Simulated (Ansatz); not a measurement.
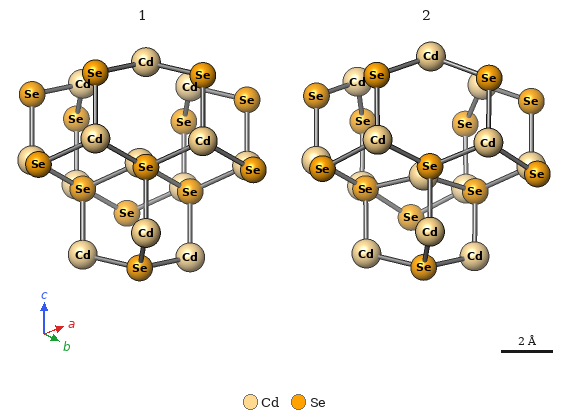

Two geometries of a defect cell of composition Cd16Se15 (cell charge +2), drawn at one scale. One is the start of a relaxation, the other its converged end. Style: ball-and-stick. Shown: the atoms within 5.8 Å of the atom that moves most (axes of the cell of the calculation (origin shifted)), from a free direction.

The calculation used DFT, PBE, plane-wave PAW, default files, scalar-relativistic (Ansatz 0.2.0). (plane-wave cutoff 420 eV; k-point mesh 3 × 3 × 2; occupations fermi dirac; smearing width 0.01 eV; no spin polarisation; atoms relaxed in a fixed cell; force threshold 0.03 eV/Å; at most 40 steps)

Which geometry has the lower energy?

Structure 2 is the relaxed one. After 5 geometry steps the energy has fallen by 1.062 eV per cell of the calculation. Largest force component: 0.71 eV/Å at the start, 0.012 eV/Å at the end. The atom that moves furthest is a Cd atom (0.52 Å along −c). Largest moves by element: Cd 0.52 Å, Se 0.17 Å. The cell stays as it was. Near-neighbour distances that change, for instance: Cd–Se 2.611 → 2.550 Å, Cd–Se 2.703 → 2.657 Å, Cd–Se 2.611 → 2.579 Å, Cd–Se 2.611 → 2.632 Å. Among the angles between lasting bonds that change: Cd–Se–Cd 108.0° → 95.3°, Se–Cd–Se 110.9° → 118.9°, Cd–Se–Cd 110.9° → 116.6°. Cost: 5.8 min on 4 threads of Arm Neoverse V2, with other jobs on the host, peak memory 6.5 GiB.

Limits of the set-up: the cell is charged, on a uniform background, and energies carry no finite-size correction.
